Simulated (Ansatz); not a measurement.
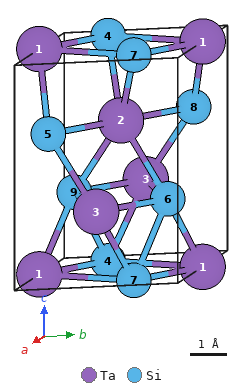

Starting structure of a crystal of TaSi₂ (set up in P6_422). The picture is a ball-and-stick view of the cell of the calculation, seen slightly off an axis.

All numbers below come from DFT LDA, scalar-relativistic, plane waves, PAW (Ansatz 0.2.0).

The input:
```yaml
crystal:
  lattice:
    - [4.7839004637, 0.0, 0.0]
    - [-2.3919502318, 4.1429793307, 0.0]
    - [0.0, 0.0, 6.57]
  atoms:
    - { symbol: Ta, position: [0.5, 0.0, 0.0] }
    - { symbol: Ta, position: [0.5, 0.5, 0.6666666667] }
    - { symbol: Ta, position: [0.0, 0.5, 0.3333333333] }
    - { symbol: Si, position: [0.15897, 0.31794, 0.0] }
    - { symbol: Si, position: [0.84103, 0.15897, 0.6666666667] }
    - { symbol: Si, position: [0.68206, 0.84103, 0.3333333333] }
    - { symbol: Si, position: [0.84103, 0.68206, 0.0] }
    - { symbol: Si, position: [0.15897, 0.84103, 0.6666666667] }
    - { symbol: Si, position: [0.31794, 0.15897, 0.3333333333] }
basis:
  ecutwfc: 420
kpoints:
  mp_grid: { grid: [12, 12, 6] }
hamiltonian:
  xc: lda
scf:
  occupations: { method: gaussian, width: 0.1 }
output:
  forces: true
  stress: true
  eigenvalues: true
relax:
  adjacent_minimum: "off"
  f_tol: 0.005
  max_steps: 80
  cell: { stress_tol: 0.05 }
```

Run as
```bash
ansatz run input.yaml --threads 4 --pin off --max-ram 12288MiB --backend cpu --events-out ev --progress --plain --runs-dir out
```

Predict the outcome.

After 4 accepted moves (5 points after the start) the energy has fallen by 7.7 meV per atom. Largest force component: 0.038 eV/Å at the start, 0.00054 eV/Å at the end. The pressure goes from −5.65 to −0.02 GPa. The SCF was repeated once at an unchanged geometry on a basis and grid sized afresh for the cell, which shifted the energy by 0.1 meV per atom at most. The atoms keep their places relative to the cell (all moves are under 0.005 Å). The volume changes by −2.9 %, with a = b 4.784 → 4.733 Å (−1.1 %), c 6.570 → 6.517 Å (−0.8 %). Near-neighbour distances that change, for instance: Ta1–Si4 2.826 → 2.792 Å, Ta1–Ta2 3.243 → 3.212 Å, Ta1–Si4 (another image) 2.731 → 2.703 Å, Ta1–Si5 2.607 → 2.583 Å. The space group stays P6_422 (No. 181). Cost: 100 s on 4 threads of Intel(R) Xeon(R) Processor @ 2.50GHz (Skylake/Cascade Lake), on a shared host, peak memory 0.66 GiB.

Step by step:

```csv
step,"E − E(0), meV/atom","largest force component, eV/Å","pressure, GPa","volume, Å³/atom",note
0,0.00,0.0377,-5.65,14.468,
1,-3.35,0.1310,4.41,13.750,
2,-7.80,0.0175,-0.27,14.063,
3,-7.83,0.0071,-0.03,14.047,
4,-7.83,0.0006,0.00,14.045,
5,-7.71,0.0005,-0.02,14.045,"same geometry, new basis"
```

After the run, drawn alike:

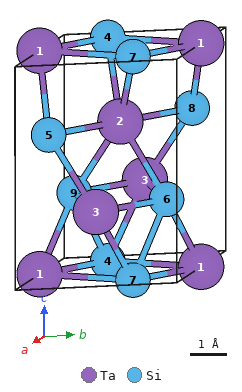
